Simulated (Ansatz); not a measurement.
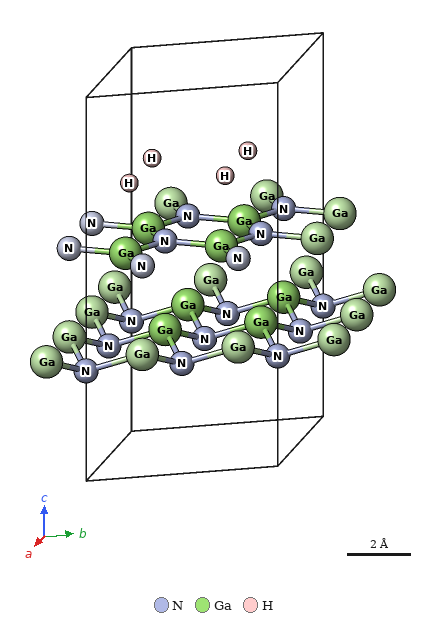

The structure as given in the input (ball-and-stick view of the 2 × 2 repeat of the cell, with the vacuum cut short, seen slightly off an axis; neighbours outside the cell are drawn fainter). An atom can appear more than once, as a periodic image.

# Geometry relaxation of Ga$_{2}$HN$_{2}$ (part 1 of 2)

System: Ga$_{2}$HN$_{2}$ (slab, 5 atoms in the cell).
Method: DFT PBE, scalar-relativistic, plane waves, PAW, PAW set soft_1, spin-polarised (Ansatz 0.2.0).

The structure derives from a Materials Project entry. The input holds or restrains some coordinates. Forces given for the steps count only the free coordinates.

### What the program printed
```
Engine: ansatz 0.2.0, aarch64-unknown-linux-gnu
Pseudopotentials: kind: paw
Pseudopotential: N, paw, valence charge 5, recommended cutoff 420 eV (normal), [file]
Pseudopotential: Ga, paw, valence charge 13, recommended cutoff 420 eV (normal), [file]
Pseudopotential: H, paw, valence charge 1, recommended cutoff 420 eV (normal), [file]
Functional definition: PBE
  parameter kappa = 0.804
  parameter beta = 0.06672455060314922
  exchange = pbe_x(kappa = kappa, mu = beta*pi^2/3)
  correlation = pbe_c(beta = beta)
Crystal: 5 atoms, lattice volume = 171.134 Å³
Basis set: ecut = 420 eV, 3423 PW (Γ), exchange–correlation on 48×48×256 points (8 copies of the dense FFT grid, shifted against one another)
Bands: 24, of which v1, the nominal top of the filled ones, is band 19 counted from 1 (18 counted from 0)
Symmetry: 1 space group operations
k-points: 41 of 81 (time reversal used)
Non-local potential: N, projectors of the file, l = 0: 2, l = 1: 2, l = 2: 1
Non-local potential: Ga, projectors of the file, l = 0: 2, l = 1: 2, l = 2: 3, l = 3: 1
Non-local potential: H, projectors of the file, l = 0: 2, l = 1: 1
PAW form: soft (Blöchl's): semilocal exchange-correlation on the pseudo side does not see the compensation charge
PAW one-centre angular grid: N, 110 points (default); XC on 64 Gauss nodes
PAW one-centre angular grid: Ga, 590 points (default); XC on 64 Gauss nodes
PAW one-centre angular grid: H, 110 points (default); XC on 64 Gauss nodes
Initial density: superposition of atomic densities (neutral atoms: chi_scale 0, normalization atom)
Starting moments: Σ|m| = 1 μB on 1 of 5 sites
Initial wavefunctions: pseudopotential atomic-orbital guess
Functional: x = pbe(κ = 0.804, μ = 0.2195149727645171), c = pbe(β = 0.06672455060314922)
SCF iter   1: F=—  HF=-8351.940038 eV  |F-HF|=—  |Δ(HF+E_count)|=         —  Δρ=4.53e-2 (↑4.53e-2 ↓4.32e-2)  dr2=1.96e1  dr2_m=8.86e-3  M=1.000 μB ∫|m|=1.002 μB  β_m=1.00  ethr=3.10e-3  p=-0.000 e·Å  D=-9.69e-7 V/Å  ΔV_dip=0.00 eV  dr2_dipole=9.45e-1  V_vac-E_F(+/−)=7.94/7.94 eV  ⟨swp⟩=6.8  Hψ=9704  notcnv=0
efield: sawtooth ramp at fractional position 0.8398 (placed from the atoms, in the widest stretch of the axis that holds none; the zero of the levels goes with the place), width 0.0400; the density the first Hamiltonian is built on has a dipole p = -0.000 e·Å; the dipole correction subtracts the counter field D = -9.69e-7 V/Å, which shifts the + side's vacuum level by +0.00 eV against the − side's; the planar-averaged density in the ramp window peaks in size at 4.2e-6 e/Å³
preconditioner: auto → none  [insulator: Δε(μ)=0.618 eV  Ē_g=15.094 eV  σ=0.050 eV  W_gap=1.00  n_scr=12 (ndim 8)  ℏωp=17.3 eV  f_vac=0.565  D(μ)=0.00/eV (n_scr^D=0)  ε∞_Penn≈2.3]
SCF iter   2: F=—  HF=-8350.261089 eV  |F-HF|=—  |Δ(HF+E_count)|=    1.68e0  Δρ=4.22e-2 (↑3.43e-2 ↓4.22e-2)  dr2=5.76e1  dr2_m=1.75e-1  M=0.078 μB ∫|m|=0.472 μB  β_m=0.30  ethr=3.10e-3  p=0.401 e·Å  D=4.24e-1 V/Å  ΔV_dip=-8.10 eV  dr2_dipole=2.52e1  V_vac-E_F(+/−)=1.76/9.86 eV  ⟨swp⟩=4.0  Hψ=5417  notcnv=0  defer=107  κ⁻¹=1.0e0(r=1)
preconditioner: auto → LDOS  [metal: Δε(μ)=0.026 eV  Ē_g=14.434 eV  σ=0.050 eV  W_gap=0.27  n_scr=12 (ndim 8)  ℏωp=17.3 eV  f_vac=0.573  D(μ)=1.43/eV (n_scr^D=6)]
spin=Collinear: LDOS preconditioning applied to the charge; magnetization (m = ρ↑ − ρ↓) channel mixes plain (no charge-response kernel on spin).
SCF iter   3: F=—  HF=-8348.082034 eV  |F-HF|=—  |Δ(HF+E_count)|=    2.18e0  Δρ=2.13e-2 (↑2.13e-2 ↓1.95e-2)  dr2=4.03e0  dr2_m=3.56e-2  M=1.000 μB ∫|m|=1.005 μB  β_m=1.00  ethr=3.10e-3  p=0.069 e·Å  D=7.31e-2 V/Å  ΔV_dip=-1.40 eV  dr2_dipole=3.10e-1  V_vac-E_F(+/−)=7.15/8.54 eV  ⟨swp⟩=3.0  Hψ=4862  notcnv=0  defer=94  κ⁻¹=7.8e-3(r=2)
SCF iter   4: F=—  HF=-8347.351615 eV  |F-HF|=—  |Δ(HF+E_count)|=   7.30e-1  Δρ=6.22e-3 (↑6.08e-3 ↓6.22e-3)  dr2=1.26e-1  dr2_m=1.95e-3  M=0.951 μB ∫|m|=0.975 μB  β_m=0.30  ethr=3.10e-3  p=0.122 e·Å  D=1.29e-1 V/Å  ΔV_dip=-2.47 eV  dr2_dipole=2.19e-4  V_vac-E_F(+/−)=5.24/7.71 eV  ⟨swp⟩=2.7  Hψ=3749  notcnv=0  defer=104  κ⁻¹=1.1e-4(r=3)
SCF iter   5: F=—  HF=-8347.355920 eV  |F-HF|=—  |Δ(HF+E_count)|=   4.31e-3  Δρ=2.18e-3 (↑1.92e-3 ↓2.18e-3)  dr2=3.76e-2  dr2_m=2.03e-3  M=0.952 μB ∫|m|=0.979 μB  β_m=1.20  ethr=3.40e-4  p=0.104 e·Å  D=1.10e-1 V/Å  ΔV_dip=-2.11 eV  dr2_dipole=2.33e-3  V_vac-E_F(+/−)=5.07/7.18 eV  ⟨swp⟩=3.6  Hψ=4029  notcnv=0  defer=106
Mixer restart at iter 5: flushing history
spin-set hold released at iteration 5 (site moments contracting): the magnetisation degrees of freedom join the quasi-Newton model from the next iteration; the mixer history was flushed
SCF iter   6: F=—  HF=-8347.357889 eV  |F-HF|=—  |Δ(HF+E_count)|=   1.97e-3  Δρ=1.24e-3 (↑9.68e-4 ↓1.24e-3)  dr2=7.67e-3  dr2_m=1.48e-4  M=0.947 μB ∫|m|=0.988 μB  β_m=0.38  ethr=1.02e-4  p=0.106 e·Å  D=1.12e-1 V/Å  ΔV_dip=-2.14 eV  dr2_dipole=4.84e-4  V_vac-E_F(+/−)=5.09/7.22 eV  ⟨swp⟩=2.1  Hψ=2786  notcnv=0  defer=104
density mixer auto → msr1: a metal under ldos (density of states about μ 0.43 of a free-electron gas's, 12 screened modes)
SCF iter   7: F=—  HF=-8347.359120 eV  |F-HF|=—  |Δ(HF+E_count)|=   1.23e-3  Δρ=8.11e-4 (↑6.37e-4 ↓8.11e-4)  dr2=4.63e-3  dr2_m=4.90e-5  M=0.946 μB ∫|m|=0.990 μB  β_m=0.69  ethr=2.07e-5  p=0.105 e·Å  D=1.11e-1 V/Å  ΔV_dip=-2.11 eV  dr2_dipole=1.18e-3  V_vac-E_F(+/−)=5.10/7.21 eV  ⟨swp⟩=1.5  Hψ=2017  notcnv=0  defer=104
SCF iter   8: F=—  HF=-8347.359950 eV  |F-HF|=—  |Δ(HF+E_count)|=   8.30e-4  Δρ=6.11e-4 (↑3.82e-4 ↓6.11e-4)  dr2=2.80e-3  dr2_m=3.08e-5  M=0.948 μB ∫|m|=0.992 μB  β_m=0.59  ethr=1.25e-5  p=0.103 e·Å  D=1.09e-1 V/Å  ΔV_dip=-2.07 eV  dr2_dipole=7.30e-4  V_vac-E_F(+/−)=5.11/7.19 eV  ⟨swp⟩=1.5  Hψ=1965  notcnv=0  defer=104
SCF iter   9: F=—  HF=-8347.359816 eV  |F-HF|=—  |Δ(HF+E_count)|=   1.34e-4  Δρ=2.76e-4 (↑1.26e-4 ↓2.76e-4)  dr2=5.14e-4  dr2_m=2.97e-5  M=0.949 μB ∫|m|=0.993 μB  β_m=0.71  ethr=7.56e-6  p=0.101 e·Å  D=1.07e-1 V/Å  ΔV_dip=-2.04 eV  dr2_dipole=1.72e-4  V_vac-E_F(+/−)=5.12/7.17 eV  ⟨swp⟩=2.0  Hψ=2220  notcnv=0  defer=104
SCF iter  10: F=—  HF=-8347.359798 eV  |F-HF|=—  |Δ(HF+E_count)|=   1.82e-5  Δρ=1.02e-4 (↑6.32e-5 ↓1.02e-4)  dr2=8.60e-5  dr2_m=5.76e-6  M=0.949 μB ∫|m|=0.994 μB  β_m=0.69  ethr=1.39e-6  p=0.100 e·Å  D=1.06e-1 V/Å  ΔV_dip=-2.02 eV  dr2_dipole=2.51e-5  V_vac-E_F(+/−)=5.13/7.16 eV  ⟨swp⟩=2.1  Hψ=2884  notcnv=0  defer=104
SCF iter  11: F=—  HF=-8347.359789 eV  |F-HF|=—  |Δ(HF+E_count)|=   9.37e-6  Δρ=2.40e-5 (↑2.33e-5 ↓2.40e-5)  dr2=1.60e-5  dr2_m=1.68e-7  M=0.949 μB ∫|m|=0.995 μB  β_m=0.66  ethr=2.32e-7  p=0.100 e·Å  D=1.05e-1 V/Å  ΔV_dip=-2.01 eV  dr2_dipole=7.01e-6  V_vac-E_F(+/−)=5.14/7.15 eV  ⟨swp⟩=2.0  Hψ=3389  notcnv=0  defer=104
SCF iter  12: F=-8347.359785 eV  HF=-8347.359786 eV  |F-HF|=1.54e-6  |Δ(HF+E_count)|=   2.40e-6  Δρ=1.94e-5 (↑1.66e-5 ↓1.94e-5)  dr2=2.96e-6  dr2_m=1.57e-7  M=0.949 μB ∫|m|=0.996 μB  ethr=4.22e-8  p=0.099 e·Å  D=1.05e-1 V/Å  ΔV_dip=-2.01 eV  dr2_dipole=9.28e-7  V_vac-E_F(+/−)=5.15/7.15 eV  ⟨swp⟩=11.9  Hψ=10702  notcnv=0
SCF 1 converged in 12 iterations: F = -8347.359785 eV  dr2 = 2.96e-6
  greatest PAW one-centre occupation: 0.996 electrons in one spin orbital (limit 2), on the Ga atom at site 3 (counted from 0), in its partial waves of l = 2
relax step   1: F+E_penalty+E_count = -8347.35978478 eV  Δ(F+E_penalty+E_count) = +0.000e0 eV  max|allowed force component| = 2.081e-1 eV/Å  Δτ_max = 0.0000 Å  (12 SCF iters, dr2 threshold 1.56e-5 eV, accepted)
Initial density: handed on by an earlier stage of this run
Starting moments: Σ|m| = 1 μB on 1 of 5 sites; this step starts from the density that it was given
Initial wavefunctions: those handed on with the density
iter 1 solved again at ethr=7.17e-6 eV; its pass at ethr=3.10e-3 eV (dr2=2.65e-3 eV) is discarded
SCF iter   1: F=—  HF=-8347.374499 eV  |F-HF|=—  |Δ(HF+E_count)|=         —  Δρ=1.09e-3 (↑7.39e-4 ↓1.09e-3)  dr2=2.86e-3  dr2_m=6.85e-4  M=0.950 μB ∫|m|=0.993 μB  β_m=1.20  ethr=7.17e-6  p=0.099 e·Å  D=1.05e-1 V/Å  ΔV_dip=-2.01 eV  dr2_dipole=3.71e-5  V_vac-E_F(+/−)=5.14/7.15 eV  ⟨swp⟩=1.8  Hψ=6655  notcnv=0  defer=109
efield: sawtooth ramp at fractional position 0.8398 (handed on by an earlier solve), width 0.0400; the density the first Hamiltonian is built on has a dipole p = 0.099 e·Å; the dipole correction subtracts the counter field D = 1.05e-1 V/Å, which shifts the + side's vacuum level by -2.01 eV against the − side's; the planar-averaged density in the ramp window peaks in size at 2.5e-6 e/Å³
preconditioner: auto → LDOS  [metal: Δε(μ)=0.025 eV  Ē_g=14.983 eV  σ=0.050 eV  W_gap=0.26  n_scr=12 (ndim 8)  ℏωp=17.3 eV  f_vac=0.588  D(μ)=0.95/eV (n_scr^D=6)]
spin=Collinear: LDOS preconditioning applied to the charge; magnetization (m = ρ↑ − ρ↓) channel mixes plain (no charge-response kernel on spin).
SCF iter   2: F=—  HF=-8347.378418 eV  |F-HF|=—  |Δ(HF+E_count)|=   3.92e-3  Δρ=7.71e-4 (↑4.68e-4 ↓7.71e-4)  dr2=7.21e-3  dr2_m=7.77e-5  M=0.946 μB ∫|m|=0.993 μB  β_m=1.20  ethr=7.17e-6  p=0.099 e·Å  D=1.05e-1 V/Å  ΔV_dip=-2.01 eV  dr2_dipole=2.27e-3  V_vac-E_F(+/−)=5.16/7.17 eV  ⟨swp⟩=2.0  Hψ=2619  notcnv=0  defer=109  κ⁻¹=1.0e0(r=1)
preconditioner: auto → none  [insulator: Δε(μ)=0.116 eV  Ē_g=14.984 eV  σ=0.050 eV  W_gap=0.52  n_scr=12 (ndim 8)  ℏωp=17.3 eV  f_vac=0.588  D(μ)=1.28/eV (n_scr^D=6)  ε∞_Penn≈2.3]
density mixer auto → broyden: gapped, with few screened modes (density of states about μ 0.47 of a free-electron gas's, 12 screened modes)
SCF iter   3: F=—  HF=-8347.378014 eV  |F-HF|=—  |Δ(HF+E_count)|=   4.05e-4  Δρ=5.91e-4 (↑4.48e-4 ↓5.91e-4)  dr2=1.56e-3  dr2_m=3.81e-5  M=0.950 μB ∫|m|=0.997 μB  β_m=1.20  ethr=7.17e-6  p=0.097 e·Å  D=1.02e-1 V/Å  ΔV_dip=-1.96 eV  dr2_dipole=4.89e-7  V_vac-E_F(+/−)=5.18/7.14 eV  ⟨swp⟩=1.3  Hψ=1920  notcnv=0  defer=109  κ⁻¹=4.3e-2(r=2)
SCF iter   4: F=—  HF=-8347.378569 eV  |F-HF|=—  |Δ(HF+E_count)|=   5.55e-4  Δρ=3.27e-4 (↑3.27e-4 ↓3.22e-4)  dr2=6.46e-4  dr2_m=4.00e-6  M=0.950 μB ∫|m|=0.999 μB  β_m=1.20  ethr=4.21e-6  p=0.096 e·Å  D=1.01e-1 V/Å  ΔV_dip=-1.94 eV  dr2_dipole=5.15e-6  V_vac-E_F(+/−)=5.21/7.14 eV  ⟨swp⟩=2.0  Hψ=2444  notcnv=0  defer=109  κ⁻¹=4.3e-2(r=3)
SCF iter   5: F=—  HF=-8347.378765 eV  |F-HF|=—  |Δ(HF+E_count)|=   1.96e-4  Δρ=2.07e-4 (↑1.87e-4 ↓2.07e-4)  dr2=3.20e-4  dr2_m=3.47e-6  M=0.951 μB ∫|m|=1.000 μB  β_m=1.20  ethr=1.75e-6  p=0.095 e·Å  D=1.01e-1 V/Å  ΔV_dip=-1.93 eV  dr2_dipole=8.37e-5  V_vac-E_F(+/−)=5.20/7.13 eV  ⟨swp⟩=1.4  Hψ=1970  notcnv=0  defer=109  κ⁻¹=5.9e-3(r=4)
SCF iter   6: F=—  HF=-8347.378924 eV  |F-HF|=—  |Δ(HF+E_count)|=   1.59e-4  Δρ=7.83e-5 (↑3.74e-5 ↓7.83e-5)  dr2=7.41e-5  dr2_m=1.69e-6  M=0.951 μB ∫|m|=1.000 μB  β_m=1.20  ethr=8.64e-7  p=0.096 e·Å  D=1.01e-1 V/Å  ΔV_dip=-1.94 eV  dr2_dipole=2.72e-5  V_vac-E_F(+/−)=5.19/7.13 eV  ⟨swp⟩=2.0  Hψ=2293  notcnv=0  defer=109  κ⁻¹=1.8e-3(r=5)
SCF iter   7: F=—  HF=-8347.378929 eV  |F-HF|=—  |Δ(HF+E_count)|=   4.95e-6  Δρ=4.36e-5 (↑1.88e-5 ↓4.36e-5)  dr2=2.57e-5  dr2_m=4.47e-7  M=0.951 μB ∫|m|=1.000 μB  β_m=1.20  ethr=2.00e-7  p=0.096 e·Å  D=1.02e-1 V/Å  ΔV_dip=-1.94 eV  dr2_dipole=1.04e-5  V_vac-E_F(+/−)=5.19/7.13 eV  ⟨swp⟩=1.3  Hψ=1916  notcnv=0  defer=109  κ⁻¹=9.9e-5(r=6)
SCF iter   8: F=—  HF=-8347.378929 eV  |F-HF|=—  |Δ(HF+E_count)|=   2.08e-7  Δρ=1.88e-5 (↑1.30e-5 ↓1.88e-5)  dr2=3.10e-6  dr2_m=3.99e-8  M=0.951 μB ∫|m|=1.000 μB  β_m=1.20  ethr=6.95e-8  p=0.096 e·Å  D=1.02e-1 V/Å  ΔV_dip=-1.95 eV  dr2_dipole=1.17e-6  V_vac-E_F(+/−)=5.19/7.13 eV  ⟨swp⟩=1.0  Hψ=1867  notcnv=0  defer=109  κ⁻¹=9.6e-6(r=7)
iter 9 did not close the SCF: its close was put off until two iterations running show no level that it waits for move by more than its bar (scf_convergence_deferred on its scf_iter line)
SCF iter   9: F=-8347.378932 eV  HF=-8347.378931 eV  |F-HF|=9.04e-7  |Δ(HF+E_count)|=   2.18e-6  Δρ=5.67e-6 (↑5.67e-6 ↓5.59e-6)  dr2=1.22e-7  dr2_m=1.43e-9  M=0.951 μB ∫|m|=1.000 μB  β_m=1.20  ethr=7.31e-9  p=0.096 e·Å  D=1.02e-1 V/Å  ΔV_dip=-1.95 eV  dr2_dipole=1.77e-8  V_vac-E_F(+/−)=5.19/7.13 eV  ⟨swp⟩=10.8  Hψ=8588  notcnv=0  κ⁻¹=2.4e-6(r=8)
iter 10 did not close the SCF: its close was put off until two iterations running show no level that it waits for move by more than its bar (scf_convergence_deferred on its scf_iter line)
SCF iter  10: F=-8347.378932 eV  HF=-8347.378932 eV  |F-HF|=2.02e-7  |Δ(HF+E_count)|=   7.69e-7  Δρ=2.25e-6 (↑2.07e-6 ↓2.25e-6)  dr2=2.49e-8  dr2_m=3.68e-10  M=0.951 μB ∫|m|=1.000 μB  β_m=1.20  ethr=3.29e-10  p=0.096 e·Å  D=1.02e-1 V/Å  ΔV_dip=-1.95 eV  dr2_dipole=5.37e-9  V_vac-E_F(+/−)=5.19/7.13 eV  ⟨swp⟩=4.5  Hψ=6612  notcnv=0  κ⁻¹=1.4e-6(r=8)
SCF iter  11: F=-8347.378932 eV  HF=-8347.378932 eV  |F-HF|=2.44e-8  |Δ(HF+E_count)|=   1.90e-7  Δρ=9.21e-7 (↑7.33e-7 ↓9.21e-7)  dr2=8.72e-9  dr2_m=1.78e-10  M=0.951 μB ∫|m|=1.000 μB  ethr=6.72e-11  p=0.096 e·Å  D=1.02e-1 V/Å  ΔV_dip=-1.95 eV  dr2_dipole=3.22e-9  V_vac-E_F(+/−)=5.19/7.13 eV  ⟨swp⟩=3.3  Hψ=5745  notcnv=0
SCF 2 converged in 11 iterations: F = -8347.378932 eV  dr2 = 8.72e-9
[... from here on the iterations of each SCF are left out, up to the last one ...]
relax step   2: F+E_penalty+E_count = -8347.37893226 eV  Δ(F+E_penalty+E_count) = -1.915e-2 eV  max|allowed force component| = 2.103e-1 eV/Å  Δτ_max = 0.0910 Å  (11 SCF iters, dr2 threshold 2.71e-6 eV, accepted)
efield: sawtooth ramp at fractional position 0.8398 (handed on by an earlier solve), width 0.0400; the density the first Hamiltonian is built on has a dipole p = 0.096 e·Å; the dipole correction subtracts the counter field D = 1.02e-1 V/Å, which shifts the + side's vacuum level by -1.95 eV against the − side's; the planar-averaged density in the ramp window peaks in size at 3.4e-6 e/Å³
preconditioner: auto → LDOS  [metal: Δε(μ)=0.038 eV  Ē_g=15.043 eV  σ=0.050 eV  W_gap=0.40  n_scr=12 (ndim 8)  ℏωp=17.3 eV  f_vac=0.597  D(μ)=0.88/eV (n_scr^D=4)]
spin=Collinear: LDOS preconditioning applied to the charge; magnetization (m = ρ↑ − ρ↓) channel mixes plain (no charge-response kernel on spin).
density mixer auto → msr1: a metal under ldos (density of states about μ 0.54 of a free-electron gas's, 12 screened modes)
SCF 3 converged in 11 iterations: F = -8347.414340 eV  dr2 = 1.52e-8
relax step   3: F+E_penalty+E_count = -8347.41433955 eV  Δ(F+E_penalty+E_count) = -3.541e-2 eV  max|allowed force component| = 1.234e-1 eV/Å  Δτ_max = 0.1950 Å  (11 SCF iters, dr2 threshold 2.76e-6 eV, accepted)
efield: sawtooth ramp at fractional position 0.8398 (handed on by an earlier solve), width 0.0400; the density the first Hamiltonian is built on has a dipole p = 0.091 e·Å; the dipole correction subtracts the counter field D = 9.59e-2 V/Å, which shifts the + side's vacuum level by -1.83 eV against the − side's; the planar-averaged density in the ramp window peaks in size at 4.7e-7 e/Å³
preconditioner: auto → none  [insulator: Δε(μ)=0.049 eV  Ē_g=15.116 eV  σ=0.050 eV  W_gap=0.51  n_scr=12 (ndim 8)  ℏωp=17.3 eV  f_vac=0.606  D(μ)=1.03/eV (n_scr^D=6)  ε∞_Penn≈2.3]
density mixer auto → broyden: gapped, with few screened modes (density of states about μ 0.49 of a free-electron gas's, 12 screened modes)
SCF 4 converged in 10 iterations: F = -8347.412503 eV  dr2 = 2.23e-7
relax step   4: F+E_penalty+E_count = -8347.41250321 eV  Δ(F+E_penalty+E_count) = +1.836e-3 eV  max|allowed force component| = 2.370e-1 eV/Å  Δτ_max = 0.1950 Å  (10 SCF iters, dr2 threshold 5.24e-6 eV, rejected (line search))
efield: sawtooth ramp at fractional position 0.8398 (handed on by an earlier solve), width 0.0400; the density the first Hamiltonian is built on has a dipole p = 0.080 e·Å; the dipole correction subtracts the counter field D = 8.47e-2 V/Å, which shifts the + side's vacuum level by -1.62 eV against the − side's; the planar-averaged density in the ramp window peaks in size at 2.7e-6 e/Å³
preconditioner: auto → none  [insulator: Δε(μ)=0.080 eV  Ē_g=15.103 eV  σ=0.050 eV  W_gap=0.52  n_scr=12 (ndim 8)  ℏωp=17.3 eV  f_vac=0.602  D(μ)=0.42/eV (n_scr^D=4)  ε∞_Penn≈2.3]
preconditioner: auto → LDOS  [metal: Δε(μ)=0.042 eV  Ē_g=14.957 eV  σ=0.050 eV  W_gap=0.42  n_scr=12 (ndim 8)  ℏωp=17.3 eV  f_vac=0.601  D(μ)=0.88/eV (n_scr^D=4)]
spin=Collinear: LDOS preconditioning applied to the charge; magnetization (m = ρ↑ − ρ↓) channel mixes plain (no charge-response kernel on spin).
density mixer auto → msr1: a metal under ldos (density of states about μ 0.81 of a free-electron gas's, 12 screened modes)
SCF 5 converged in 13 iterations: F = -8347.421123 eV  dr2 = 8.00e-10
relax step   5: F+E_penalty+E_count = -8347.42112292 eV  Δ(F+E_penalty+E_count) = -6.783e-3 eV  max|allowed force component| = 4.051e-2 eV/Å  Δτ_max = 0.0827 Å  (13 SCF iters, accepted)
```
